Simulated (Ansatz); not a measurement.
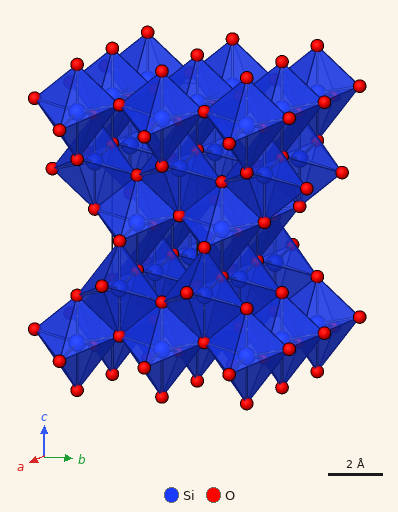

Solid SiO2 (a generated structure, set up in I4_1/amd) (coarse preliminary run), before the relaxation. The picture is a polyhedral view of the conventional cell (2 times the calculation's cell), repeated 2 × 2 × 1 with one cell outlined, seen slightly off an axis. Lengths and directions refer to the drawn axes.

Case: Ti → Si on all its sites, cell and atoms relaxed.

These are results of Ansatz 0.2.0, DFT PBE, scalar-relativistic, plane waves, PAW, not measurements.

The input:
```yaml
crystal:
  lattice:
    - [-1.7022167161, 1.7022167161, 4.3581345198]
    - [1.7022167161, -1.7022167161, 4.3581345198]
    - [1.7022167161, 1.7022167161, -4.3581345198]
  atoms:
    - { symbol: Si, position: [0.0, 0.0, 0.0] }
    - { symbol: Si, position: [0.75, 0.25, 0.5] }
    - { symbol: O, position: [0.9552981748, 0.4552981748, 0.5] }
    - { symbol: O, position: [0.2052981748, 0.2052981748, 0.0] }
    - { symbol: O, position: [0.5447018252, 0.0447018252, 0.5] }
    - { symbol: O, position: [0.7947018252, 0.7947018252, 0.0] }
basis:
  ecutwfc: 420
kpoints:
  mp_grid: { grid: [8, 8, 8] }
hamiltonian:
  xc: pbe
scf:
  occupations: { method: gaussian, width: 0.1 }
output:
  forces: true
  stress: true
  eigenvalues: true
relax:
  adjacent_minimum: "off"
  f_tol: 0.05
  max_steps: 60
  cell: { stress_tol: 0.5 }
```

Run as
```bash
ansatz run input.yaml --threads 1 --pin off --max-ram 2560MiB --backend cpu --events-out ev --progress --plain --runs-dir out
```

What does the optimiser find from here?

Answer. Over 5 accepted moves (7 points after the start) the energy falls by 0.208 eV per cell of the calculation. The largest force component goes from 0.27 to under 0.0001 eV/Å. Pressure: 15.40 GPa at the start and 0.08 GPa at the end. At 2 points the geometry stayed and the basis and grid were re-selected for the new cell (energy shift of 23.9 meV per cell of the calculation at most each time). The largest moves relative to the cell, 0.022 Å, are those of O3, O4, O5 and O6. O5 goes along −c. Si stays in place. The volume changes by +4.9 %, with a = b 3.404 → 3.526 Å (+3.6 %), c 8.716 → 8.520 Å (−2.3 %). Among the contacts that change: Si1–O3 1.746 → 1.799 Å, Si1–O4 1.789 → 1.771 Å. Bond angles that change, for instance: O4–Si2–O4 154.2° → 157.0°, Si1–O5–Si1 154.2° → 157.0°. The space group stays I4_1/amd (No. 141). The run took 78 s on 1 thread of Intel(R) Xeon(R) Processor @ 2.50GHz (Skylake/Cascade Lake) (shared host), peak memory 0.38 GiB.

History of the run:

| step | E − E(0), meV/atom | largest force component, eV/Å | pressure, GPa | volume, Å³/atom | note |
| --- | --- | --- | --- | --- | --- |
| 0 | 0.00 | 0.2686 | 15.40 | 8.419 |  |
| 1 | -17.56 | 0.0621 | 8.27 | 8.584 |  |
| 2 | -29.37 | 0.1120 | -0.06 | 8.802 |  |
| 3 | -30.27 | 0.0827 | 0.24 | 8.810 |  |
| 4 | -30.43 | 0.0142 | 0.15 | 8.796 |  |
| 5 | -34.41 | 0.0137 | 0.91 | 8.796 | same geometry, new basis |
| 6 | -34.38 | 0.0001 | 0.07 | 8.829 |  |
| 7 | -34.59 | 0.0000 | 0.08 | 8.829 | same geometry, new basis |

After the run, drawn alike:

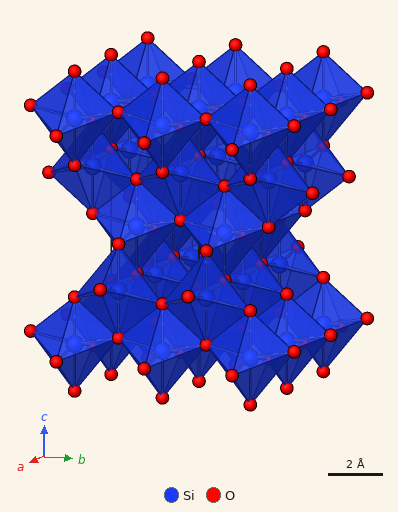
